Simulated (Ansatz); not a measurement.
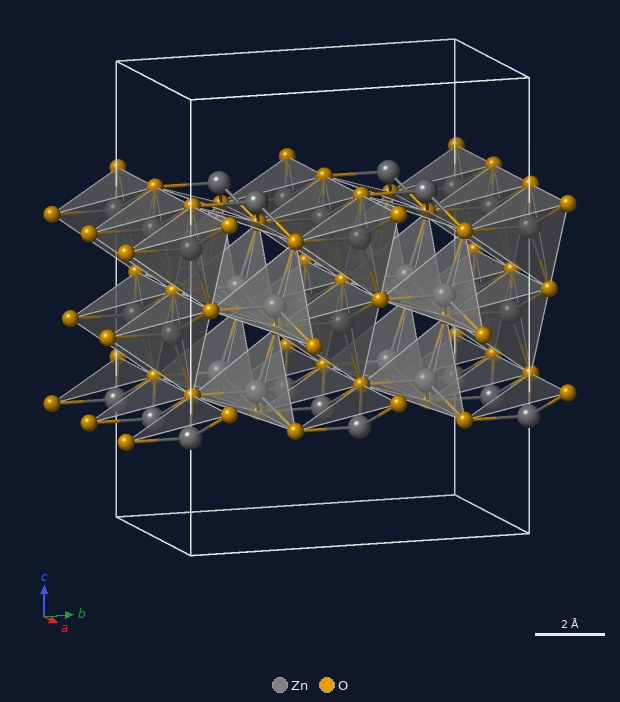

**Figure 1.** The starting structure (polyhedral view of the 1 × 2 repeat of the cell, with the vacuum cut short, seen slightly off an axis; polyhedra are completed across the faces of the cell). An atom can appear more than once, as a periodic image.

**Run report: ZnO, geometry relaxation (part 1 of 3)**

The run: geometry relaxation of ZnO (slab, 24 atoms in the cell). Method and program: DFT PBE+D3(BJ), scalar-relativistic, plane waves, PAW, no spin polarisation (Ansatz 0.2.0).

The structure derives from an entry of the Crystallography Open Database. The input holds or restrains some coordinates. Forces given for the steps count only the free coordinates. It belongs to a series of runs on one base structure; here: clean slab, lower planes held.

Input:
```yaml
crystal:
  lattice:
    - [6.509489454, 0.0, 0.0]
    - [0.0, 5.2564237872, 0.0]
    - [0.0, 0.0, 22.576947105]
  atoms:
    - { symbol: Zn, position: [0.5, 0.9983827816, 0.3543437455] }
    - { symbol: Zn, position: [0.0, 0.9983827816, 0.3543437455] }
    - { symbol: O, position: [0.5, 0.6195172184, 0.3543437455] }
    - { symbol: O, position: [0.0, 0.6195172184, 0.3543437455] }
    - { symbol: Zn, position: [0.75, 0.4983827816, 0.3959598182] }
    - { symbol: Zn, position: [0.25, 0.4983827816, 0.3959598182] }
    - { symbol: O, position: [0.75, 0.1195172184, 0.3959598182] }
    - { symbol: O, position: [0.25, 0.1195172184, 0.3959598182] }
    - { symbol: Zn, position: [0.75, 0.9983827816, 0.4791919636] }
    - { symbol: Zn, position: [0.25, 0.9983827816, 0.4791919636] }
    - { symbol: O, position: [0.75, 0.6195172184, 0.4791919636] }
    - { symbol: O, position: [0.25, 0.6195172184, 0.4791919636] }
    - { symbol: Zn, position: [0.0, 0.4983827816, 0.5208080364] }
    - { symbol: Zn, position: [0.5, 0.4983827816, 0.5208080364] }
    - { symbol: O, position: [0.0, 0.1195172184, 0.5208080364] }
    - { symbol: O, position: [0.5, 0.1195172184, 0.5208080364] }
    - { symbol: Zn, position: [0.0, 0.9983827816, 0.6040401818] }
    - { symbol: Zn, position: [0.5, 0.9983827816, 0.6040401818] }
    - { symbol: O, position: [0.0, 0.6195172184, 0.6040401818] }
    - { symbol: O, position: [0.5, 0.6195172184, 0.6040401818] }
    - { symbol: Zn, position: [0.25, 0.4983827816, 0.6456562545] }
    - { symbol: Zn, position: [0.75, 0.4983827816, 0.6456562545] }
    - { symbol: O, position: [0.25, 0.1195172184, 0.6456562545] }
    - { symbol: O, position: [0.75, 0.1195172184, 0.6456562545] }
basis:
  ecutwfc: 420
kpoints:
  mp_grid: { grid: [3, 3, 1] }
hamiltonian:
  xc: pbe
  dispersion: d3bj
scf:
  occupations: { method: gaussian, width: 0.05 }
output:
  forces: true
  eigenvalues: true
  write_density: true
  write_potential: true
  elf: true
  volumetric_format: npy
relax:
  adjacent_minimum: "off"
  f_tol: 0.03
  max_steps: 70
  constraints: [{ sites: [0, 1, 2, 3, 4, 5, 6, 7, 8, 9, 10, 11] }]
efield:
  axis: 3
  dipole_correction: true
  ramp_width: 0.04
```

Launched with:
```bash
ansatz run input.yaml --threads 8 --pin off --max-ram 20480MiB --backend cpu --events-out ev --progress --plain --runs-dir out
```

Output:
```
Engine: ansatz 0.2.0, x86_64-unknown-linux-gnu
Pseudopotentials: kind: paw
Pseudopotential: Zn, paw, valence charge 12, recommended cutoff 420 eV (normal), Zn.paw.azcp
Pseudopotential: O, paw, valence charge 6, recommended cutoff 420 eV (normal), O.paw.azcp
Functional definition: PBE
  parameter kappa = 0.804
  parameter beta = 0.06672455060314922
  exchange = pbe_x(kappa = kappa, mu = beta*pi^2/3)
  correlation = pbe_c(beta = beta)
Crystal: 24 atoms, lattice volume = 772.507 Å³
Basis set: ecut = 420 eV, 15083 PW (Γ), exchange–correlation on 90×72×320 points (8 copies of the dense FFT grid, shifted against one another)
Bands: 132, of which v1, the nominal top of the filled ones, is band 108 counted from 1 (107 counted from 0)
Symmetry: 4 space group operations
k-points: 4 of 9 (time reversal used)
Non-local potential: Zn, projectors of the file, l = 0: 2, l = 1: 2, l = 2: 3, l = 3: 1
Non-local potential: O, projectors of the file, l = 0: 2, l = 1: 2, l = 2: 1
PAW form: soft (Blöchl's): semilocal exchange-correlation on the pseudo side does not see the compensation charge
PAW one-centre angular grid: Zn, 590 points (default); XC on 64 Gauss nodes
PAW one-centre angular grid: O, 110 points (default); XC on 64 Gauss nodes
Initial density: superposition of atomic densities (neutral atoms: chi_scale 0, normalization atom), corrected by the library's trained network
Initial wavefunctions: pseudopotential atomic-orbital guess
Functional: x = pbe(κ = 0.804, μ = 0.2195149727645171), c = pbe(β = 0.06672455060314922)
SCF iter   1: F=—  HF=-46641.110539 eV  |F-HF|=—  |Δ(HF+E_count)|=         —  Δρ=1.36e-3  dr2=1.08e-2  ethr=1.77e-3  p=0.000 e·Å  D=8.53e-14 V/Å  ΔV_dip=-0.00 eV  dr2_dipole=5.46e-9  V_vac-E_F(+/−)=4.72/4.72 eV  ⟨swp⟩=7.5  Hψ=2375  notcnv=0  defer=33
efield: sawtooth ramp at fractional position 0.9800 (placed from the atoms, in the widest stretch of the axis that holds none; the zero of the levels goes with the place), width 0.0400; the density the first Hamiltonian is built on has a dipole p = 0.000 e·Å; the dipole correction subtracts the counter field D = 8.53e-14 V/Å, which shifts the + side's vacuum level by -0.00 eV against the − side's; the planar-averaged density in the ramp window peaks in size at 4.1e-6 e/Å³
preconditioner: auto → Resta (q_TF=auto, 2.206 Å⁻¹)  ε∞=4.0  [insulator: Δε(μ)=0.486 eV  Ē_g=11.288 eV  σ=0.050 eV  W_gap=1.00  n_scr=128 (ndim 8)  ℏωp=19.6 eV  f_vac=0.589  D(μ)=0.00/eV (n_scr^D=0)  ε∞_Penn≈4.0  vacuum switching on, ρ_ref=9.2e-3 e/Å³]
SCF iter   2: F=—  HF=-46641.117311 eV  |F-HF|=—  |Δ(HF+E_count)|=   6.77e-3  Δρ=5.92e-4  dr2=1.84e-3  ethr=5.00e-6  p=-0.000 e·Å  D=-9.32e-6 V/Å  ΔV_dip=0.00 eV  dr2_dipole=2.54e-9  V_vac-E_F(+/−)=4.77/4.77 eV  ⟨swp⟩=3.0  Hψ=1071  notcnv=0  defer=70
SCF iter   3: F=—  HF=-46641.118100 eV  |F-HF|=—  |Δ(HF+E_count)|=   7.89e-4  Δρ=3.37e-4  dr2=7.04e-4  ethr=8.54e-7  p=-0.000 e·Å  D=-3.40e-6 V/Å  ΔV_dip=0.00 eV  dr2_dipole=1.06e-9  V_vac-E_F(+/−)=4.80/4.80 eV  ⟨swp⟩=2.0  Hψ=880  notcnv=0  defer=70
SCF iter   4: F=—  HF=-46641.118488 eV  |F-HF|=—  |Δ(HF+E_count)|=   3.88e-4  Δρ=9.09e-5  dr2=6.28e-5  ethr=3.26e-7  p=0.000 e·Å  D=3.20e-6 V/Å  ΔV_dip=-0.00 eV  dr2_dipole=9.27e-10  V_vac-E_F(+/−)=4.81/4.81 eV  ⟨swp⟩=2.0  Hψ=846  notcnv=0  defer=70
SCF iter   5: F=—  HF=-46641.118523 eV  |F-HF|=—  |Δ(HF+E_count)|=   3.49e-5  Δρ=5.73e-5  dr2=2.44e-5  ethr=2.91e-8  p=-0.000 e·Å  D=-3.74e-7 V/Å  ΔV_dip=0.00 eV  dr2_dipole=4.67e-11  V_vac-E_F(+/−)=4.82/4.82 eV  ⟨swp⟩=2.0  Hψ=852  notcnv=0  defer=70
SCF iter   6: F=-46641.118527 eV  HF=-46641.118527 eV  |F-HF|=1.08e-8  |Δ(HF+E_count)|=   3.82e-6  Δρ=2.38e-5  dr2=4.65e-6  ethr=1.04e-8  p=-0.000 e·Å  D=-3.26e-7 V/Å  ΔV_dip=0.00 eV  dr2_dipole=3.73e-12  V_vac-E_F(+/−)=4.82/4.82 eV  ⟨swp⟩=23.5  Hψ=6306  notcnv=0
SCF 1 converged in 6 iterations: F = -46641.118527 eV  dr2 = 4.65e-6
  greatest PAW one-centre occupation: 0.988 electrons in one spin orbital (limit 2), on the Zn atom at site 21 (counted from 0), in its partial waves of l = 2
relax step   1: F+E_penalty+E_count = -46641.11852701 eV  Δ(F+E_penalty+E_count) = +0.000e0 eV  max|allowed force component| = 1.351e0 eV/Å  Δτ_max = 0.0000 Å  (6 SCF iters, dr2 threshold 2.25e-5 eV, accepted)
Initial density: handed on by an earlier stage of this run
Initial wavefunctions: those handed on with the density
iter 1 solved again at ethr=4.13e-5 eV; its pass at ethr=3.10e-3 eV (dr2=8.92e-2 eV) is discarded
SCF iter   1: F=—  HF=-46641.571852 eV  |F-HF|=—  |Δ(HF+E_count)|=         —  Δρ=4.30e-3  dr2=8.83e-2  ethr=4.13e-5  p=-0.000 e·Å  D=-2.73e-7 V/Å  ΔV_dip=0.00 eV  dr2_dipole=5.73e-4  V_vac-E_F(+/−)=4.77/4.77 eV  ⟨swp⟩=1.5  Hψ=1941  notcnv=0  defer=74
efield: sawtooth ramp at fractional position 0.9800 (handed on by an earlier solve), width 0.0400; the density the first Hamiltonian is built on has a dipole p = -0.000 e·Å; the dipole correction subtracts the counter field D = -2.73e-7 V/Å, which shifts the + side's vacuum level by +0.00 eV against the − side's; the planar-averaged density in the ramp window peaks in size at 1.8e-6 e/Å³
preconditioner: auto → Resta (q_TF=auto, 2.206 Å⁻¹)  ε∞=4.0  [insulator: Δε(μ)=0.600 eV  Ē_g=11.343 eV  σ=0.050 eV  W_gap=1.00  n_scr=128 (ndim 8)  ℏωp=19.6 eV  f_vac=0.595  D(μ)=0.00/eV (n_scr^D=0)  ε∞_Penn≈4.0  vacuum switching on, ρ_ref=9.3e-3 e/Å³]
SCF iter   2: F=—  HF=-46641.550663 eV  |F-HF|=—  |Δ(HF+E_count)|=   2.12e-2  Δρ=2.10e-3  dr2=2.79e-2  ethr=4.09e-5  p=-0.014 e·Å  D=-3.39e-3 V/Å  ΔV_dip=0.08 eV  dr2_dipole=5.82e-4  V_vac-E_F(+/−)=4.86/4.78 eV  ⟨swp⟩=2.0  Hψ=847  notcnv=0  defer=74
SCF iter   3: F=—  HF=-46641.546631 eV  |F-HF|=—  |Δ(HF+E_count)|=   4.03e-3  Δρ=1.41e-3  dr2=1.30e-2  ethr=1.29e-5  p=-0.041 e·Å  D=-9.52e-3 V/Å  ΔV_dip=0.21 eV  dr2_dipole=2.38e-6  V_vac-E_F(+/−)=4.99/4.78 eV  ⟨swp⟩=2.0  Hψ=901  notcnv=0  defer=74
SCF iter   4: F=—  HF=-46641.542909 eV  |F-HF|=—  |Δ(HF+E_count)|=   3.72e-3  Δρ=2.89e-4  dr2=7.66e-4  ethr=6.04e-6  p=-0.044 e·Å  D=-1.04e-2 V/Å  ΔV_dip=0.23 eV  dr2_dipole=3.11e-5  V_vac-E_F(+/−)=5.02/4.79 eV  ⟨swp⟩=2.0  Hψ=878  notcnv=0  defer=74
SCF iter   5: F=—  HF=-46641.542937 eV  |F-HF|=—  |Δ(HF+E_count)|=   2.77e-5  Δρ=2.15e-4  dr2=3.59e-4  ethr=3.55e-7  p=-0.049 e·Å  D=-1.15e-2 V/Å  ΔV_dip=0.26 eV  dr2_dipole=6.67e-7  V_vac-E_F(+/−)=5.04/4.78 eV  ⟨swp⟩=2.0  Hψ=890  notcnv=0  defer=75
SCF iter   6: F=-46641.542884 eV  HF=-46641.542877 eV  |F-HF|=7.12e-6  |Δ(HF+E_count)|=   5.97e-5  Δρ=5.07e-5  dr2=1.70e-5  ethr=4.63e-8  p=-0.050 e·Å  D=-1.17e-2 V/Å  ΔV_dip=0.27 eV  dr2_dipole=2.79e-7  V_vac-E_F(+/−)=5.05/4.79 eV  ⟨swp⟩=21.0  Hψ=6182  notcnv=0
SCF 2 converged in 6 iterations: F = -46641.542884 eV  dr2 = 1.70e-5
  greatest PAW one-centre occupation: 0.988 electrons in one spin orbital (limit 2), on the Zn atom at site 1 (counted from 0), in its partial waves of l = 2
relax step   2: F+E_penalty+E_count = -46641.54288416 eV  Δ(F+E_penalty+E_count) = -4.244e-1 eV  max|allowed force component| = 8.346e-1 eV/Å  Δτ_max = 0.1586 Å  (6 SCF iters, dr2 threshold 1.00e-4 eV, accepted)
SCF iter   1: F=—  HF=-46641.798685 eV  |F-HF|=—  |Δ(HF+E_count)|=         —  Δρ=5.06e-3  dr2=1.06e-1  ethr=5.53e-4  p=-0.050 e·Å  D=-1.18e-2 V/Å  ΔV_dip=0.27 eV  dr2_dipole=2.35e-3  V_vac-E_F(+/−)=5.03/4.76 eV  ⟨swp⟩=4.0  Hψ=1737  notcnv=0  defer=70
efield: sawtooth ramp at fractional position 0.9800 (handed on by an earlier solve), width 0.0400; the density the first Hamiltonian is built on has a dipole p = -0.050 e·Å; the dipole correction subtracts the counter field D = -1.18e-2 V/Å, which shifts the + side's vacuum level by +0.27 eV against the − side's; the planar-averaged density in the ramp window peaks in size at 6.3e-6 e/Å³
preconditioner: auto → Resta (q_TF=auto, 2.206 Å⁻¹)  ε∞=3.9  [insulator: Δε(μ)=0.686 eV  Ē_g=11.468 eV  σ=0.050 eV  W_gap=1.00  n_scr=128 (ndim 8)  ℏωp=19.6 eV  f_vac=0.599  D(μ)=0.00/eV (n_scr^D=0)  ε∞_Penn≈3.9  vacuum switching on, ρ_ref=9.5e-3 e/Å³]
SCF iter   2: F=—  HF=-46641.777995 eV  |F-HF|=—  |Δ(HF+E_count)|=   2.07e-2  Δρ=2.34e-3  dr2=3.04e-2  ethr=4.89e-5  p=-0.072 e·Å  D=-1.68e-2 V/Å  ΔV_dip=0.38 eV  dr2_dipole=1.72e-4  V_vac-E_F(+/−)=5.12/4.74 eV  ⟨swp⟩=2.0  Hψ=1028  notcnv=0  defer=74
SCF iter   3: F=—  HF=-46641.772971 eV  |F-HF|=—  |Δ(HF+E_count)|=   5.02e-3  Δρ=1.23e-3  dr2=9.49e-3  ethr=1.41e-5  p=-0.083 e·Å  D=-1.93e-2 V/Å  ΔV_dip=0.44 eV  dr2_dipole=3.92e-4  V_vac-E_F(+/−)=5.19/4.75 eV  ⟨swp⟩=2.0  Hψ=871  notcnv=0  defer=74
SCF iter   4: F=—  HF=-46641.771400 eV  |F-HF|=—  |Δ(HF+E_count)|=   1.57e-3  Δρ=3.29e-4  dr2=9.59e-4  ethr=4.39e-6  p=-0.097 e·Å  D=-2.27e-2 V/Å  ΔV_dip=0.51 eV  dr2_dipole=1.54e-6  V_vac-E_F(+/−)=5.26/4.74 eV  ⟨swp⟩=2.0  Hψ=851  notcnv=0  defer=74
SCF iter   5: F=—  HF=-46641.771417 eV  |F-HF|=—  |Δ(HF+E_count)|=   1.73e-5  Δρ=2.39e-4  dr2=4.28e-4  ethr=4.44e-7  p=-0.099 e·Å  D=-2.32e-2 V/Å  ΔV_dip=0.52 eV  dr2_dipole=2.36e-6  V_vac-E_F(+/−)=5.27/4.74 eV  ⟨swp⟩=2.0  Hψ=915  notcnv=0  defer=74
SCF iter   6: F=-46641.771359 eV  HF=-46641.771355 eV  |F-HF|=3.60e-6  |Δ(HF+E_count)|=   6.23e-5  Δρ=4.74e-5  dr2=1.57e-5  ethr=2.02e-8  p=-0.101 e·Å  D=-2.36e-2 V/Å  ΔV_dip=0.53 eV  dr2_dipole=1.91e-7  V_vac-E_F(+/−)=5.28/4.74 eV  ⟨swp⟩=20.2  Hψ=6224  notcnv=0
SCF 3 converged in 6 iterations: F = -46641.771359 eV  dr2 = 1.57e-5
relax step   3: F+E_penalty+E_count = -46641.77135875 eV  Δ(F+E_penalty+E_count) = -2.285e-1 eV  max|allowed force component| = 5.671e-1 eV/Å  Δτ_max = 0.1819 Å  (6 SCF iters, dr2 threshold 4.35e-5 eV, accepted)
SCF iter   1: F=—  HF=-46641.815312 eV  |F-HF|=—  |Δ(HF+E_count)|=         —  Δρ=2.50e-3  dr2=2.91e-2  ethr=1.18e-4  p=-0.101 e·Å  D=-2.36e-2 V/Å  ΔV_dip=0.53 eV  dr2_dipole=1.92e-4  V_vac-E_F(+/−)=5.27/4.74 eV  ⟨swp⟩=4.2  Hψ=1281  notcnv=0  defer=74
efield: sawtooth ramp at fractional position 0.9800 (handed on by an earlier solve), width 0.0400; the density the first Hamiltonian is built on has a dipole p = -0.101 e·Å; the dipole correction subtracts the counter field D = -2.36e-2 V/Å, which shifts the + side's vacuum level by +0.53 eV against the − side's; the planar-averaged density in the ramp window peaks in size at 6.0e-6 e/Å³
preconditioner: auto → Resta (q_TF=auto, 2.206 Å⁻¹)  ε∞=3.9  [insulator: Δε(μ)=0.711 eV  Ē_g=11.484 eV  σ=0.050 eV  W_gap=1.00  n_scr=128 (ndim 8)  ℏωp=19.6 eV  f_vac=0.599  D(μ)=0.00/eV (n_scr^D=0)  ε∞_Penn≈3.9  vacuum switching on, ρ_ref=9.6e-3 e/Å³]
SCF iter   2: F=—  HF=-46641.807087 eV  |F-HF|=—  |Δ(HF+E_count)|=   8.23e-3  Δρ=1.23e-3  dr2=7.41e-3  ethr=1.35e-5  p=-0.097 e·Å  D=-2.27e-2 V/Å  ΔV_dip=0.51 eV  dr2_dipole=9.44e-7  V_vac-E_F(+/−)=5.26/4.75 eV  ⟨swp⟩=2.2  Hψ=902  notcnv=0  defer=75
SCF iter   3: F=—  HF=-46641.806107 eV  |F-HF|=—  |Δ(HF+E_count)|=   9.80e-4  Δρ=7.35e-4  dr2=3.76e-3  ethr=3.43e-6  p=-0.100 e·Å  D=-2.33e-2 V/Å  ΔV_dip=0.53 eV  dr2_dipole=4.36e-6  V_vac-E_F(+/−)=5.27/4.75 eV  ⟨swp⟩=2.2  Hψ=860  notcnv=0  defer=75
SCF iter   4: F=—  HF=-46641.805340 eV  |F-HF|=—  |Δ(HF+E_count)|=   7.67e-4  Δρ=1.52e-4  dr2=2.16e-4  ethr=1.74e-6  p=-0.099 e·Å  D=-2.33e-2 V/Å  ΔV_dip=0.53 eV  dr2_dipole=5.81e-6  V_vac-E_F(+/−)=5.27/4.75 eV  ⟨swp⟩=2.0  Hψ=857  notcnv=0  defer=75
SCF iter   5: F=-46641.805310 eV  HF=-46641.805341 eV  |F-HF|=3.14e-5  |Δ(HF+E_count)|=   1.23e-6  Δρ=8.00e-5  dr2=3.98e-5  ethr=4.63e-8  p=-0.102 e·Å  D=-2.38e-2 V/Å  ΔV_dip=0.54 eV  dr2_dipole=7.76e-8  V_vac-E_F(+/−)=5.29/4.75 eV  ⟨swp⟩=18.5  Hψ=6086  notcnv=0
SCF 4 converged in 5 iterations: F = -46641.805310 eV  dr2 = 3.98e-5
relax step   4: F+E_penalty+E_count = -46641.80530972 eV  Δ(F+E_penalty+E_count) = -3.395e-2 eV  max|allowed force component| = 1.055e-1 eV/Å  Δτ_max = 0.0633 Å  (5 SCF iters, dr2 threshold 1.00e-4 eV, accepted)
SCF iter   1: F=—  HF=-46641.809253 eV  |F-HF|=—  |Δ(HF+E_count)|=         —  Δρ=7.88e-4  dr2=4.10e-3  ethr=1.22e-5  p=-0.102 e·Å  D=-2.38e-2 V/Å  ΔV_dip=0.54 eV  dr2_dipole=3.48e-4  V_vac-E_F(+/−)=5.29/4.75 eV  ⟨swp⟩=2.8  Hψ=1096  notcnv=0  defer=75
efield: sawtooth ramp at fractional position 0.9800 (handed on by an earlier solve), width 0.0400; the density the first Hamiltonian is built on has a dipole p = -0.102 e·Å; the dipole correction subtracts the counter field D = -2.38e-2 V/Å, which shifts the + side's vacuum level by +0.54 eV against the − side's; the planar-averaged density in the ramp window peaks in size at 5.8e-6 e/Å³
preconditioner: auto → Resta (q_TF=auto, 2.206 Å⁻¹)  ε∞=3.9  [insulator: Δε(μ)=0.710 eV  Ē_g=11.490 eV  σ=0.050 eV  W_gap=1.00  n_scr=128 (ndim 8)  ℏωp=19.6 eV  f_vac=0.599  D(μ)=0.00/eV (n_scr^D=0)  ε∞_Penn≈3.9  vacuum switching on, ρ_ref=9.6e-3 e/Å³]
SCF iter   2: F=—  HF=-46641.808222 eV  |F-HF|=—  |Δ(HF+E_count)|=   1.03e-3  Δρ=4.25e-4  dr2=1.01e-3  ethr=1.90e-6  p=-0.109 e·Å  D=-2.56e-2 V/Å  ΔV_dip=0.58 eV  dr2_dipole=4.50e-5  V_vac-E_F(+/−)=5.32/4.74 eV  ⟨swp⟩=2.0  Hψ=682  notcnv=0  defer=75
SCF iter   3: F=—  HF=-46641.808033 eV  |F-HF|=—  |Δ(HF+E_count)|=   1.89e-4  Δρ=2.60e-4  dr2=5.19e-4  ethr=4.67e-7  p=-0.114 e·Å  D=-2.66e-2 V/Å  ΔV_dip=0.60 eV  dr2_dipole=7.10e-6  V_vac-E_F(+/−)=5.34/4.74 eV  ⟨swp⟩=2.0  Hψ=883  notcnv=0  defer=75
SCF iter   4: F=—  HF=-46641.807929 eV  |F-HF|=—  |Δ(HF+E_count)|=   1.04e-4  Δρ=5.22e-5  dr2=2.06e-5  ethr=2.40e-7  p=-0.115 e·Å  D=-2.70e-2 V/Å  ΔV_dip=0.61 eV  dr2_dipole=2.98e-8  V_vac-E_F(+/−)=5.34/4.73 eV  ⟨swp⟩=2.0  Hψ=865  notcnv=0  defer=75
SCF iter   5: F=—  HF=-46641.808201 eV  |F-HF|=—  |Δ(HF+E_count)|=   2.72e-4  Δρ=3.53e-5  dr2=8.27e-6  ethr=9.56e-9  p=-0.116 e·Å  D=-2.71e-2 V/Å  ΔV_dip=0.61 eV  dr2_dipole=1.57e-9  V_vac-E_F(+/−)=5.35/4.74 eV  ⟨swp⟩=2.0  Hψ=884  notcnv=0  defer=75
SCF iter   6: F=—  HF=-46641.808200 eV  |F-HF|=—  |Δ(HF+E_count)|=   1.49e-6  Δρ=9.00e-6  dr2=4.57e-7  ethr=3.83e-9  p=-0.116 e·Å  D=-2.71e-2 V/Å  ΔV_dip=0.61 eV  dr2_dipole=3.05e-9  V_vac-E_F(+/−)=5.35/4.74 eV  ⟨swp⟩=2.0  Hψ=870  notcnv=0  defer=75
SCF iter   7: F=-46641.808200 eV  HF=-46641.808200 eV  |F-HF|=3.64e-8  |Δ(HF+E_count)|=   3.11e-7  Δρ=3.45e-6  dr2=9.19e-8  ethr=4.63e-11  p=-0.116 e·Å  D=-2.71e-2 V/Å  ΔV_dip=0.61 eV  dr2_dipole=4.45e-9  V_vac-E_F(+/−)=5.35/4.74 eV  ⟨swp⟩=17.8  Hψ=4790  notcnv=0
SCF 5 converged in 7 iterations: F = -46641.808200 eV  dr2 = 9.19e-8
relax step   5: F+E_penalty+E_count = -46641.80819990 eV  Δ(F+E_penalty+E_count) = -2.890e-3 eV  max|allowed force component| = 2.135e-2 eV/Å  Δτ_max = 0.0192 Å  (7 SCF iters, accepted)
```
